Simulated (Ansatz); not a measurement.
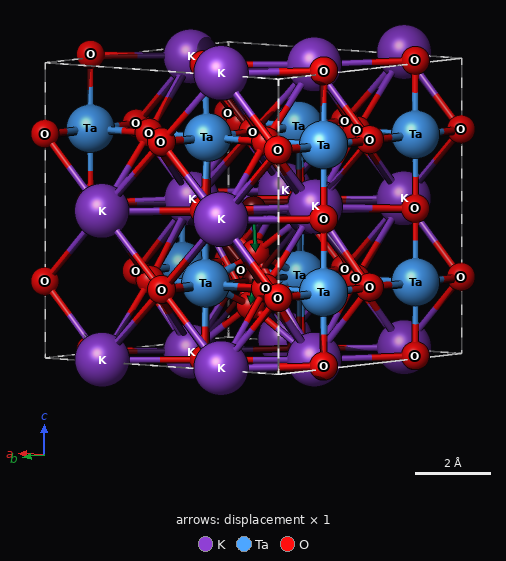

A relaxation of a defect cell of composition K8Ta8O25 (cell charge +1). The starting structure is drawn faded, the final one solid; green arrows show the displacements, at their true length.

Style: ball-and-stick. Shown: the cell of the calculation, reduced to other axes (origin shifted), from a free direction. Lengths and directions refer to the drawn axes.

Theory: Ansatz 0.2.0, DFT, PBEsol, PAW, plane waves.

Input
```yaml
crystal:
  lattice:
    - [7.970878, 0.000000, 0.000000]
    - [0.000000, 7.970878, 0.000000]
    - [0.000000, 0.000000, 7.970878]
  atoms:
    - { symbol: K, position: [0.998620, 0.997675, 0.002352] }
    - { symbol: K, position: [0.001406, 0.003474, 0.499159] }
    - { symbol: K, position: [0.003297, 0.504180, 0.995984] }
    - { symbol: K, position: [0.998451, 0.495801, 0.498289] }
    - { symbol: K, position: [0.499744, 0.996578, 0.997479] }
    - { symbol: K, position: [0.499198, 0.001377, 0.499541], spin: 0.143 }
    - { symbol: K, position: [0.502998, 0.499277, 0.998954] }
    - { symbol: K, position: [0.498069, 0.504921, 0.498128], spin: 0.143 }
    - { symbol: Ta, position: [0.250843, 0.254235, 0.249798] }
    - { symbol: Ta, position: [0.247940, 0.252735, 0.747485] }
    - { symbol: Ta, position: [0.244287, 0.750672, 0.247676] }
    - { symbol: Ta, position: [0.247695, 0.750031, 0.749674] }
    - { symbol: Ta, position: [0.749852, 0.249280, 0.249408] }
    - { symbol: Ta, position: [0.748675, 0.252985, 0.749304] }
    - { symbol: Ta, position: [0.750196, 0.748913, 0.247995] }
    - { symbol: Ta, position: [0.751652, 0.751455, 0.750973] }
    - { symbol: O, position: [0.246069, 0.250131, 0.998601] }
    - { symbol: O, position: [0.251842, 0.251290, 0.499568] }
    - { symbol: O, position: [0.251090, 0.751388, 0.998246] }
    - { symbol: O, position: [0.253986, 0.747849, 0.497348], spin: 0.143 }
    - { symbol: O, position: [0.752150, 0.255382, 0.998131] }
    - { symbol: O, position: [0.751600, 0.247400, 0.501504] }
    - { symbol: O, position: [0.750494, 0.748842, 0.003732] }
    - { symbol: O, position: [0.750933, 0.748649, 0.498315], spin: 0.143 }
    - { symbol: O, position: [0.000921, 0.250019, 0.247734] }
    - { symbol: O, position: [0.999142, 0.248691, 0.748213] }
    - { symbol: O, position: [0.002349, 0.745335, 0.248229] }
    - { symbol: O, position: [0.001326, 0.750456, 0.746398] }
    - { symbol: O, position: [0.502594, 0.249120, 0.251919] }
    - { symbol: O, position: [0.499563, 0.249099, 0.747858] }
    - { symbol: O, position: [0.502285, 0.745056, 0.253806], spin: 0.143 }
    - { symbol: O, position: [0.497007, 0.745517, 0.749134], spin: 0.143 }
    - { symbol: O, position: [0.250920, 0.998399, 0.253316] }
    - { symbol: O, position: [0.253141, 0.000508, 0.752721] }
    - { symbol: O, position: [0.248881, 0.501198, 0.249738] }
    - { symbol: O, position: [0.255109, 0.501297, 0.747398] }
    - { symbol: O, position: [0.750798, 0.998149, 0.248729] }
    - { symbol: O, position: [0.748723, 0.001056, 0.746087] }
    - { symbol: O, position: [0.753943, 0.495469, 0.254116] }
    - { symbol: O, position: [0.745592, 0.500243, 0.750241] }
    - { symbol: O, position: [0.500692, 0.747915, 0.495783], spin: 0.143 }
  symmetry: { detect: false }
kpoints:
  mp_grid: { grid: [1, 1, 1], shift: [0.25, 0.25, 0.25] }
hamiltonian:
  xc: pbesol
total_charge: 1
magnetization:
  spin_polarized: true
scf:
  occupations: { method: fermi_dirac, width: 0.01 }
relax:
  f_tol: 0.03
  max_steps: 80
  escape_saddle: false
  adjacent_minimum: "off"
output:
  forces: true
  eigenvalues: true
  populations: true
  charged_corrections: { epsilon: 200 }
```

Launched with:
```bash
ansatz run in.yaml --threads 7 --pin off --max-ram 13300MiB --runs-dir r --events-out ev --progress --plain
```

Q: Atoms of which element are displaced furthest, and by how much?

A: Oxygen: up to 1.21 Å, against 0.22 Å for potassium.

Q: Describe the change and its energy.

A: The energy falls by 4.274 eV per cell of the calculation in 25 geometry steps. Largest force component: 7.5 eV/Å at the start, 0.026 eV/Å at the end. The largest move is that of O41, 1.21 Å along −c. Largest moves by element: O 1.21 Å, K 0.22 Å, Ta 0.09 Å. The cell stays as it was. Some distances before and after: K7–O41 4.428 → 3.432 Å, K8–O31 2.731 → 3.541 Å, Ta11–O41 2.844 → 2.189 Å, Ta15–O41 2.803 → 2.150 Å. New bonds form: Ta11–O41 (2.84 → 2.19 Å), Ta15–O41 (2.80 → 2.15 Å). Among the angles between lasting bonds that change: K6–O41–K8 178.3° → 114.4°, Ta11–O31–Ta15 176.6° → 141.7°, O20–Ta11–O31 86.4° → 112.8°. Cost: 3.4 min on 7 threads of Arm Neoverse-V2, peak memory 1.6 GiB.

Limits of the set-up: the periodic images lie only 8.0 Å apart, so the values are limited by the cell's size; the cell is charged, on a uniform background, and energies carry no finite-size correction.
